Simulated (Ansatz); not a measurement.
## Moving the knobs of a GW run on GaP (F-43m)

A base run on GaP (F-43m), then changed inputs.

Method: G0W0 on PBE, plane waves, PAW, in Ansatz 0.2.0.

## (1) Starting point

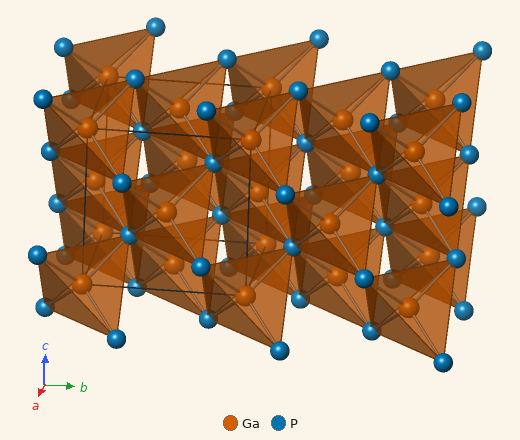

The starting structure, seen slightly off an axis (gallium orange, phosphorus blue). 1×2×1 cells are drawn. This picture shows the conventional cell, with its axes. Some periodic images of atoms are drawn too.

As a file:

```cif
data_structure
_symmetry_space_group_name_H-M 'P 1'
_symmetry_Int_Tables_number 1
_cell_length_a 3.8541
_cell_length_b 3.8541
_cell_length_c 3.8541
_cell_angle_alpha 60.000
_cell_angle_beta 60.000
_cell_angle_gamma 60.000
_cell_volume 40.48
loop_
_atom_site_label
_atom_site_type_symbol
_atom_site_fract_x
_atom_site_fract_y
_atom_site_fract_z
_atom_site_occupancy
Ga1 Ga 0.00000 0.00000 0.00000 1
P2 P 0.25000 0.25000 0.25000 1
```

The cell and positions come from the Crystallography Open Database and are kept as given unless a step says otherwise. The default PAW set here is soft_2. Its files were made with PBE.

## (2) The base run: 6×6×6 mesh, 42 empty bands, screening to 60 eV

G0W0 replaces the xc potential by the self-energy, built once from these orbitals. Only a window of levels is corrected, while the sums run over the empty bands that the input names.

input.yaml

```yaml
crystal:
  lattice:
    - [0.0, 2.72525, 2.72525]
    - [2.72525, 0.0, 2.72525]
    - [2.72525, 2.72525, 0.0]
  atoms:
    - { symbol: Ga, position: [0.0, 0.0, 0.0] }
    - { symbol: P, position: [0.25, 0.25, 0.25] }
kpoints:
  mp_grid: { grid: [6, 6, 6] }
hamiltonian:
  xc: pbe
scf:
  occupations: { method: fixed }
gw:
  n_empty_bands: 42
  ecut_chi: 60
  qp_bands: [v2, c2]
  qp_kpoints: band_edges
  screening: { model: contour_deformation }
```

On the command line:

```
ansatz run input.yaml --threads 3 --pin off --max-ram 64512MiB --backend cuda --events-out ev --progress --plain --runs-dir out --devices 1 --max-vram 24GiB  # rebuilt from the run's record
```

Numbers of over 12 decimals in the logs are rounded to 6 here.

Log:

```text
GPUs: using 1 of 1 available (devices: 1).
Engine: ansatz 0.2.0, x86_64-unknown-linux-gnu
Pseudopotentials: kind: paw
Pseudopotential: Ga, paw, valence charge 13, recommended cutoff 420 eV (normal), Ga.paw.azcp
Pseudopotential: P, paw, valence charge 5, recommended cutoff 420 eV (normal), P.paw.azcp
Functional definition: PBE
  parameter kappa = 0.804
  parameter beta = 0.066725
  exchange = pbe_x(kappa = kappa, mu = beta*pi^2/3)
  correlation = pbe_c(beta = beta)
device memory: the entry about to start is reckoned to put 0.4 GiB on a device that reports 71.8 GiB free (of which the cap on the GPU budget leaves the run 24.0 GiB)
GPU FFT provider: cuFFT
GPU libraries: cuBLAS 13.8.2, cuFFT 12.4.0, cuSOLVER 12.3.4
Crystal: 2 atoms, lattice volume = 40.481 Å³
Basis set: ecut = 420 eV, 749 PW (Γ)
Bands: 13, of which v1, the nominal top of the filled ones, is band 9 counted from 1 (8 counted from 0)
Symmetry: 24 space group operations
Space group: F-43m (ITA 216), of the structure as read, at distance tolerance 3.4e-5 Å
k-points: 16 of 216 (time reversal used)
Non-local potential: Ga, projectors of the file, l = 0: 2, l = 1: 2, l = 2: 3, l = 3: 1
Non-local potential: P, projectors of the file, l = 0: 2, l = 1: 2, l = 2: 2
PAW form: soft (Blöchl's): semilocal exchange-correlation on the pseudo side does not see the compensation charge
PAW one-centre angular grid: Ga, 590 points (default); XC on 64 Gauss nodes
PAW one-centre angular grid: P, 110 points (default); XC on 64 Gauss nodes
Initial density: superposition of atomic densities (neutral atoms: chi_scale 0, normalization atom), corrected by the library's trained network
Initial wavefunctions: pseudopotential atomic-orbital guess
GPU buffer pool allocated for 19683 grid points (all kernels)
GPU transforms: local potential and band sums: pruned to the plane-wave sphere, on 25×25×25
Functional: x = pbe(κ = 0.804, μ = 0.219515), c = pbe(β = 0.066725)
SCF iter   1: F=—  HF=-4539.535097 eV  |F-HF|=—  |Δ(HF+E_count)|=         —  Δρ=1.41e-3  dr2=8.77e-4  ethr=1.77e-3  ⟨swp⟩=4.9  Hψ=1113  notcnv=0  defer=27
preconditioner: auto → none  [insulator: Δε(μ)=1.644 eV  Ē_g=15.511 eV  n_scr=14 (ndim 8)  ℏωp=24.8 eV  f_vac=0.011  ε∞_Penn≈3.5]
SCF iter   2: F=—  HF=-4539.534329 eV  |F-HF|=—  |Δ(HF+E_count)|=   7.69e-4  Δρ=1.22e-3  dr2=3.98e-4  ethr=4.87e-6  ⟨swp⟩=2.8  Hψ=539  notcnv=0  defer=32
SCF iter   3: F=—  HF=-4539.534139 eV  |F-HF|=—  |Δ(HF+E_count)|=   1.89e-4  Δρ=4.56e-4  dr2=5.92e-5  ethr=2.21e-6  ⟨swp⟩=2.0  Hψ=390  notcnv=0  defer=27
SCF iter   4: F=—  HF=-4539.534181 eV  |F-HF|=—  |Δ(HF+E_count)|=   4.17e-5  Δρ=1.67e-4  dr2=6.12e-6  ethr=3.29e-7  ⟨swp⟩=2.0  Hψ=380  notcnv=0  defer=27
[...]
E_nonlocal   = 458.868013
  E_hartree    = 1017.620498
  E_xc         = -130.788858
  E_vxc        = -119.043681  (∫ρ·V_xc dr)
  E_paw        = -2558.414665  (= ΣΔE_a)
  E_vpaw       = -419.062363  (= ΣTr[D̂ρ^β])
  E_aug_tail   = -0.000104  (compensation charges beyond the density's cutoff)
  E_ewald      = -1312.644944
  E_smearing   = -0.000000  (= −TS)
  E_closure    = 0.000000  (closes the sum)
  Σ components = -4539.534179   (vs F -4539.534179, Δ=0.00e0)
--- Band table (eV; the first three rows and the last of 16) ---
  k-point 0: bands = [... 5 lower, -5.4013, 7.0923, 7.0923, 7.0923, 8.9192, 10.9731, 10.9731, 10.9731]
  k-point 1: bands = [... 5 lower, -5.0450, 4.7047, 6.7210, 6.7210, 9.5048, 11.5213, 11.5213, 12.1169]
  k-point 2: bands = [... 5 lower, -4.0976, 1.8834, 6.1848, 6.1848, 8.9896, 11.8980, 11.8980, 14.6886]
  k-point 15: bands = [... 5 lower, -2.3653, 0.4835, 3.7157, 3.8281, 10.5677, 10.7368, 14.6373, 14.6610]
--- G₀W₀: contour deformation, 6 samples at zero and on the imaginary axis and 2 off it, 216 q-points, 42 empty bands' worth ---
  eigenvalues of the whole cell's RPA ε∞ on this k-mesh (on a slab, of 1 + 4πα/V) = 12.2172, 12.2172, 12.2172; static W/v taken at q = 0 is 0.081852
  bands read: the sum over 51 bands ends inside a degenerate multiplet in 2 slots, whose members it reads at an even weight; the widest, k=0: bands 51 to 53 (counted from 1) at 1/3 each
  gw.qp_kpoints: band_edges: 9 of 16 stored k-points solved, in 1 pass; an edge of the gap read off the rows below is read off those points alone
    valence top: of the k-points left out ik 8 came nearest to being solved in a further pass, in band 9 (counted from 1, as in the quasiparticle table): it holds the edge there only if its correction is more favourable than any solved in that band by at least 0.513 eV; those differ by 0.166 eV
    conduction bottom: of the k-points left out ik 11 came nearest to being solved in a further pass, in band 10 (counted from 1, as in the quasiparticle table): it holds the edge there only if its correction is more favourable than any solved in that band by at least 0.855 eV; those differ by 0.621 eV
    ik  band        ε_KS         Σx   Σc(E_QP)       V_xc       Z   E_QP_lin       E_QP  E_QP is
     0     8      7.0923   -17.1451     1.5702   -15.3974  0.7693     6.9144     6.9147  root
     0     9      7.0923   -17.1451     1.5702   -15.3974  0.7693     6.9144     6.9147  root
     0    10      8.9192   -10.7830    -3.7183   -15.2486  0.7808     9.6730     9.6664  root
     0    11     10.9731    -7.4617    -4.0495   -12.0235  0.7744    11.4894    11.4853  root
     1     8      6.7210   -16.8281     1.6528   -14.9763  0.7676     6.5215     6.5219  root
     1     9      6.7210   -16.8281     1.6528   -14.9763  0.7676     6.5215     6.5219  root
     1    10      9.5048    -9.4840    -3.7798   -13.9025  0.7792    10.1486    10.1435  root
     1    11     11.5213    -7.5906    -4.2199   -12.3376  0.7672    12.0533    12.0484  root
[...]
12     8      4.4071   -16.0064     2.4974   -13.1652  0.7440     4.0612     4.0633  root
    12     9      4.4071   -16.0064     2.4974   -13.1652  0.7440     4.0612     4.0633  root
    12    10      8.7432    -6.9016    -3.5611   -10.5886  0.7935     8.8693     8.8691  root
    12    11      8.9127    -7.9321    -3.6084   -11.8951  0.7864     9.2687     9.2673  root
[key lines of the parts left out:]
SCF converged after 7 iterations
Free energy (F): -4539.534179 eV
Fermi energy:    7.092276 eV
```

Elapsed: 9.7 s, on 1 × NVIDIA H100 80GB HBM3 (shared by 3 runs) with 3 threads of AMD EPYC 7R13 (Zen 3), shared host; peak memory 1 GiB; 13 s of CPU time.

Numbers from this step:

* bands summed: 51
* RPA ε∞ on this mesh (eigenvalues): 12.22, 12.22, 12.22
* plane waves in the screening matrix: 51
* q-points in the mesh: 216
* G0W0 gap on the mesh: 1.954 eV
* k of the valence top: 0, 0, 0
* k of the conduction bottom: 0, -0.5, -0.5
* starting gap on the mesh: 1.651 eV
* Z at the valence top: 0.7693
* Z at the conduction bottom: 0.7935
* least direct G0W0 gap on the computed points: 2.752 eV

The gap on the mesh goes from 1.65 eV to 1.95 eV, a correction of +0.30 eV. Between the two edge states, bare exchange in place of the xc potential would open the gap by 5.43 eV, and correlation takes back 5.13 eV.

## (3) Variant: static remainder

This step: G0W0 on PBE, plane waves, norm-conserving pseudopotentials.

input.yaml, the sections that differ from step 2:

```yaml
kpoints:
  mp_grid: { grid: [4, 4, 4] }
hamiltonian:
  xc: pbe
  pseudopotentials: { kind: nc }
gw:
  n_empty_bands: 42
  ecut_chi: 100
  qp_bands: [v2, c2]
  qp_kpoints: band_edges
  screening: { model: contour_deformation }
  static_remainder: true
# crystal, scf: as in step 2
```

Log:

```text
Warning: gw takes pair_densities: pseudo, which can misplace gaps by tens of per cent, since gw.static_remainder lacks the terms of the atoms
GPUs: using 1 of 1 available (devices: 1).
[...]
GPU FFT provider: cuFFT
GPU libraries: cuBLAS 13.8.2, cuFFT 12.4.0, cuSOLVER 12.3.4
Crystal: 2 atoms, lattice volume = 40.481 Å³
Basis set: ecut = 1088.45545 eV, 3287 PW (Γ)
Bands: 13, of which v1, the nominal top of the filled ones, is band 9 counted from 1 (8 counted from 0)
[... 1 set-up line as in the run before ...]
[...]
k-points: 8 of 64 (time reversal used)
[...]
GPU buffer pool allocated for 91125 grid points (all kernels)
[...]
SCF iter   1: F=—  HF=-2270.233454 eV  |F-HF|=—  |Δ(HF+E_count)|=         —  Δρ=3.99e-2  dr2=7.28e-1  ethr=3.10e-3  ⟨swp⟩=5.1  Hψ=561  notcnv=0  defer=11
[...]
SCF iter   8: F=-2270.071594 eV  HF=-2270.071594 eV  |F-HF|=6.70e-10  |Δ(HF+E_count)|=   6.47e-8  Δρ=2.86e-6  dr2=1.81e-9  ethr=5.56e-10  ⟨swp⟩=7.1  Hψ=574  notcnv=0
SCF 1 converged in 8 iterations: F = -2270.071594 eV  dr2 = 1.81e-9
[...]
NSCF: frozen V_eff on 8 k-points
[...]
G₀W₀ screening: q 1/8
[... further progress lines ...]
[...]
SCF converged after 8 iterations
Free energy (F): -2270.071594 eV
[...]
Internal energy: -2270.071594 eV  (E = F + TS)
E sigma→0 (E₀):  -2270.071594 eV
Fermi energy:    7.658393 eV
[...]
--- Band table (eV; the first three rows and the last of 8) ---
  k-point 0: bands = [... 5 lower, -4.8422, 7.6584, 7.6584, 7.6584, 9.4653, 11.5192, 11.5192, 11.5192]
  k-point 1: bands = [... 5 lower, -4.0666, 3.7711, 6.9924, 6.9924, 9.7940, 12.3761, 12.3761, 13.9959]
  k-point 2: bands = [... 5 lower, -2.7734, 1.0075, 6.5354, 6.5354, 9.3109, 12.3501, 12.3501, 15.9269]
  k-point 7: bands = [... 5 lower, -1.7764, 1.0884, 4.0724, 4.2247, 12.3482, 12.5068, 13.7341, 13.7926]
[...]
static-remainder magnitude (band-truncation diagnostic): 0.7308 eV
[...]
0     8      7.6584   -14.7597     1.3722   -12.8277  0.7651     7.0948     7.0985  root
     0     9      7.6584   -14.7597     1.3722   -12.8277  0.7651     7.0948     7.0985  root
     0    10      9.4653    -7.9100    -4.4419   -12.3114  0.7738     9.4248     9.4248  root
     0    11     11.5192    -6.7856    -4.2326   -10.8649  0.7734    11.3663    11.3660  root
     1     8      6.9924   -14.7106     1.6211   -12.4469  0.7621     6.3442     6.3498  root
     1     9      6.9924   -14.7106     1.6211   -12.4469  0.7621     6.3442     6.3498  root
     1    10      9.7940    -7.2996    -4.2538   -11.4909  0.7772     9.7316     9.7315  root
     1    11     12.3761    -6.4885    -4.5646   -10.9716  0.7604    12.2946    12.2945  root
[...]
7     8      4.0724   -14.3641     2.6517   -11.0077  0.7319     3.3626     3.3678  root
     7     9      4.2247   -14.1129     2.5786   -10.7605  0.7305     3.4395     3.4509  root
     7    10     12.3482    -5.5345    -4.6299   -10.1887  0.7651    12.3725    12.3725  root
     7    11     12.5068    -6.9743    -5.1623   -12.1604  0.7464    12.5306    12.5307  root
```

It took 6.7 s on 1 × NVIDIA H100 80GB HBM3 (shared by 3 runs) with 3 threads; peak memory 0.97 GiB.

Against the base:

| setting | base | variant |
| --- | --- | --- |
| files | default PAW | norm-conserving |
| mesh | 6×6×6 | 4×4×4 |
| screening cutoff (eV) | 60 | 100 |
| static remainder | - | true |

| quantity | variant | base |
| --- | --- | --- |
| starting gap on the mesh | 1.631 | 1.651 |
| G0W0 gap on the mesh | 2.124 | 1.954 |
| least direct G0W0 gap on the computed points | 2.326 | 2.752 |
| Z at the valence top | 0.765 | 0.769 |
| Z at the conduction bottom | 0.792 | 0.793 |

## (4) Summary of results

| Property | Result |
| --- | --- |
| base | 1.95 eV, 9.7 s |
| static remainder | 2.12 eV, 6.7 s |

What this shows: Static remainder: the gap moves by +0.17 eV (the plane-wave cutoff goes from 420 to 1088.46 eV); such settings are too crude to quote. The variant differs from the base in files, mesh, screening cutoff and static remainder together, so the change can't be laid to one of them. This option needs pseudo pair densities, which the log warns can misplace gaps. All runs here use a coarse mesh and modest cutoffs; they test settings and are not final values. The many-body steps are scalar-relativistic: spin-orbit coupling is not in them.

[Paths, hosts, dates, memory and timing lines, banners, echoed tables and standing remarks are left out of the program output.]

[Logs are printed without paths, hosts, clocks, repeated set-up lines and the standing remarks that a program may print on its own settings, such as how far it seeks lower states.]

[Runs of the session that timed out or met a known fault of the program may be left out.]

[Cells called generated may have been cut or substituted from an entry of the Crystallography Open Database or the Materials Project.]

[Hosts, paths, dates, database ids (printed as entryN), source tags and the programs' standing remarks are cut or masked in the printed files.]
